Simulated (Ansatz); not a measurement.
A series of calculations on Al

### Relaxation

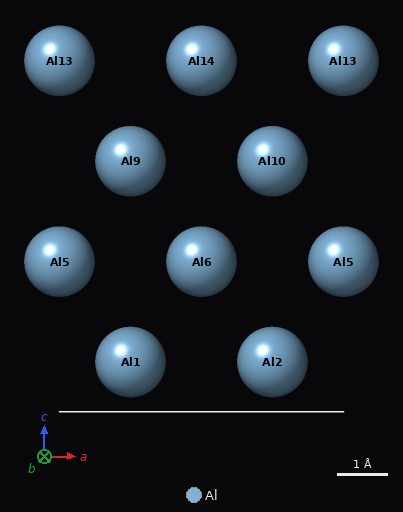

Starting structure of a slab of composition Al. Style: spheres-only. Shown: the cell of the calculation, outlined in the plane, without the vacuum, along the b axis.

The run prepares the start of a later molecular dynamics calculation, from a guessed geometry. 4 atoms are held fixed.

Level of theory: DFT PBEsol, scalar-relativistic, plane waves, PAW in Ansatz.

Input file:
```yaml
crystal:
  lattice:
    - [5.727565, 0.0, 0.0]
    - [0.0, 5.727565, 0.0]
    - [0.0, 0.0, 17.075]
  atoms:
    - { symbol: Al, position: [0.25, 0.25, 0.0585652] }
    - { symbol: Al, position: [0.75, 0.25, 0.0585652] }
    - { symbol: Al, position: [0.25, 0.75, 0.0585652] }
    - { symbol: Al, position: [0.75, 0.75, 0.0585652] }
    - { symbol: Al, position: [0.0, 0.0, 0.1771596] }
    - { symbol: Al, position: [0.5, 0.0, 0.1771596] }
    - { symbol: Al, position: [0.0, 0.5, 0.1771596] }
    - { symbol: Al, position: [0.5, 0.5, 0.1771596] }
    - { symbol: Al, position: [0.25, 0.25, 0.295754] }
    - { symbol: Al, position: [0.75, 0.25, 0.295754] }
    - { symbol: Al, position: [0.25, 0.75, 0.295754] }
    - { symbol: Al, position: [0.75, 0.75, 0.295754] }
    - { symbol: Al, position: [0.0, 0.0, 0.4143485] }
    - { symbol: Al, position: [0.5, 0.0, 0.4143485] }
    - { symbol: Al, position: [0.0, 0.5, 0.4143485] }
    - { symbol: Al, position: [0.5, 0.5, 0.4143485] }
basis:
  ecutwfc: 420.0
kpoints:
  mp_grid: { grid: [3, 3, 1] }
hamiltonian:
  xc: pbesol
scf:
  occupations: { method: fermi_dirac, width: 0.15 }
  lower_state_search: "off"
relax:
  f_tol: 0.08
  max_steps: 25
  adjacent_minimum: "off"
  constraints: [{ sites: [0, 1, 2, 3] }]
```

Run as
```bash
ansatz run input.yaml --threads 1 --pin off --max-ram 3072MiB --backend cpu --events-out ev --progress --plain --runs-dir out
```

Q: Predict the outcome.

A: The largest moves, 0.12 Å, are those of Al13, Al14, Al15 and Al16. Al13 goes along the normal (−c). The lattice vectors keep their values. Among the contacts that change: Al10–Al13 2.864 → 2.806 Å, Al5–Al10 2.864 → 2.893 Å. The energy falls by 45.1 meV per cell of the calculation in 1 geometry step. The largest force component goes from 0.24 to 0.078 eV/Å. Cost: 6.8 s on 1 thread of Intel(R) Xeon(R) Platinum 8488C (Sapphire Rapids) (shared host), peak memory 0.57 GiB.

The structure at the end:

```xyz
16
Lattice="5.7276 0.0000 0.0000 0.0000 5.7276 0.0000 0.0000 0.0000 17.0750" Properties=species:S:1:pos:R:3 pbc="T T T"
Al    1.4319    1.4319    1.0000
Al    4.2957    1.4319    1.0000
Al    1.4319    4.2957    1.0000
Al    4.2957    4.2957    1.0000
Al    0.0000    0.0000    2.9485
Al    2.8638    0.0000    2.9485
Al    0.0000    2.8638    2.9485
Al    2.8638    2.8638    2.9485
Al    1.4319    1.4319    5.0147
Al    4.2957    1.4319    5.0147
Al    1.4319    4.2957    5.0147
Al    4.2957    4.2957    5.0147
Al    0.0000    0.0000    6.9577
Al    2.8638    0.0000    6.9577
Al    0.0000    2.8638    6.9577
Al    2.8638    2.8638    6.9577
```

The end point in the same view:

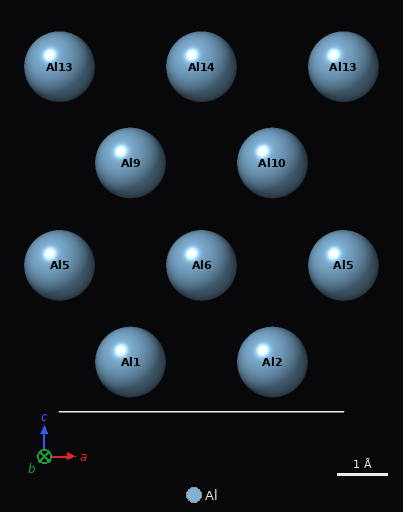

### Dynamics

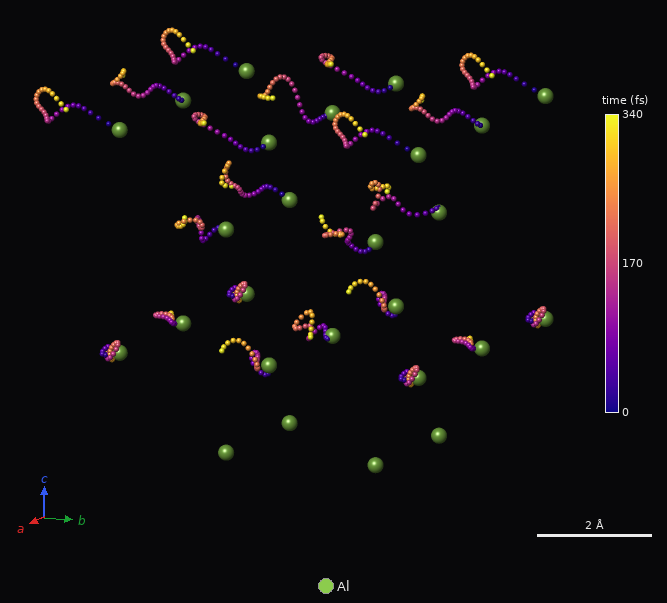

Molecular dynamics of a slab of Al(100) (16 atoms in the cell), 340 fs long. Dots mark each atom's position at evenly spaced times, coloured by time; spheres stand at the starting positions. Fixed atoms have no trace. Seen slightly off an axis in the simulation cell, with the vacuum cut short.

Level of theory: DFT PBEsol, scalar-relativistic, plane waves, PAW (Ansatz 0.2.0). Settings: plane-wave cutoff 420 eV; k-point mesh 3 × 3 × 1; Fermi-Dirac smearing 0.15 eV; 4 atoms held fixed; constant energy (NVE); velocities drawn for 1800 K; time step 2 fs.

The input:
```yaml
crystal:
  lattice:
    - [5.727565, 0.0, 0.0]
    - [0.0, 5.727565, 0.0]
    - [0.0, 0.0, 17.075]
  atoms:
    - { symbol: Al, position: [0.25, 0.25, 0.05856518] }
    - { symbol: Al, position: [0.75, 0.25, 0.05856518] }
    - { symbol: Al, position: [0.25, 0.75, 0.05856518] }
    - { symbol: Al, position: [0.75, 0.75, 0.05856518] }
    - { symbol: Al, position: [0.0, 0.0, 0.17267763] }
    - { symbol: Al, position: [0.5, 0.0, 0.17267763] }
    - { symbol: Al, position: [0.0, 0.5, 0.17267763] }
    - { symbol: Al, position: [0.5, 0.5, 0.17267763] }
    - { symbol: Al, position: [0.25, 0.25, 0.29368911] }
    - { symbol: Al, position: [0.75, 0.25, 0.29368911] }
    - { symbol: Al, position: [0.25, 0.75, 0.29368911] }
    - { symbol: Al, position: [0.75, 0.75, 0.29368911] }
    - { symbol: Al, position: [0.0, 0.0, 0.40748026] }
    - { symbol: Al, position: [0.5, 0.0, 0.40748026] }
    - { symbol: Al, position: [0.0, 0.5, 0.40748026] }
    - { symbol: Al, position: [0.5, 0.5, 0.40748026] }
basis:
  ecutwfc: 420.0
kpoints:
  mp_grid: { grid: [3, 3, 1] }
hamiltonian:
  xc: pbesol
scf:
  occupations: { method: fermi_dirac, width: 0.15 }
  lower_state_search: "off"
md:
  timestep: 2
  n_steps: 170
  ensemble: nve
  temperature: 1800.0
  initial_velocities: maxwell_boltzmann
  seed: 959461
  constraints: [{ sites: [0, 1, 2, 3] }]
```

Run as
```bash
ansatz run input.yaml --threads 1 --pin off --max-ram 3072MiB --backend cpu --events-out ev --progress --plain --runs-dir out
```

What do the traces tell about the motion?

Answer. In the second half of the run the atoms are, in the root-mean-square, this far from where they began (common drift taken out): Al 1.21 Å. That is a large part of the typical shortest distance between atoms in the first frame, about 2.8 Å and still growing: the atoms leave their places as in a liquid, so the crystal loses its order. The mean temperature in the second half is 611 K (standard deviation 66 K). The first frame carries almost no forces, so kinetic energy first flows into potential energy: the temperature drops from 1800 to 792 K within 32 fs, and without a thermostat its mean stays below the start. The potential energy in the second half lies on average 115 meV per atom above the first frame.

The run took 11 min on 1 thread of Intel(R) Xeon(R) Platinum 8488C (Sapphire Rapids) (shared host), peak memory 0.68 GiB.

### Dynamics

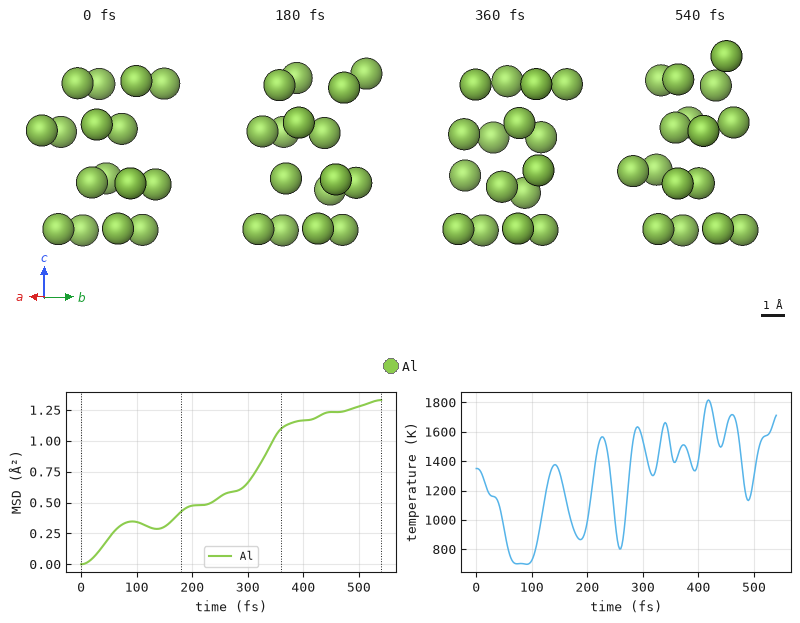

A Born-Oppenheimer molecular dynamics run of a slab of Al(100) (16 atoms in the cell), 540 fs long. It starts from the last geometry of an earlier run, with fresh velocities. Frames and the history of the run. Style: spheres-only. Shown: the simulation cell, with the vacuum cut short, from a free direction. Atoms that leave the cell re-enter on the other side.

These are results of DFT PBEsol, scalar-relativistic, plane waves, PAW (Ansatz), not measurements. Settings: plane-wave cutoff 420 eV; k-point mesh 3 × 3 × 1; Fermi-Dirac smearing 0.15 eV; 4 atoms held fixed; Nosé-Hoover thermostat (NVT); set temperature 1350 K; time step 2 fs; thermostat time 200.0 fs.

> Describe the run.

The mean temperature in the second half is 1503 K (standard deviation 161 K). The potential energy is still drifting at the end, so the run hasn't reached equilibrium. The potential energy in the second half lies on average 75.8 meV per atom above the first frame. Root-mean-square distances from the starting positions over the second half, with the common drift of all atoms taken out: Al 1.04 Å. That is a large part of the typical shortest distance between atoms in the first frame, about 2.6 Å and still growing: the atoms leave their places as in a liquid. The conserved quantity stays between −0.071 and 0.22 meV per atom of its start. A straight-line fit has a slope that amounts to +0.1 meV per atom over 540 fs (under 0.1 % of the mean kinetic energy), and the ripple about it is 0.2 % of the kinetic energy's fluctuation. With a drift under 2 % and a ripple under 7 %, the integration is accurate.

Cost: 17 min on 1 thread of Intel(R) Xeon(R) Platinum 8488C (Sapphire Rapids), on a shared host, peak memory 0.74 GiB.
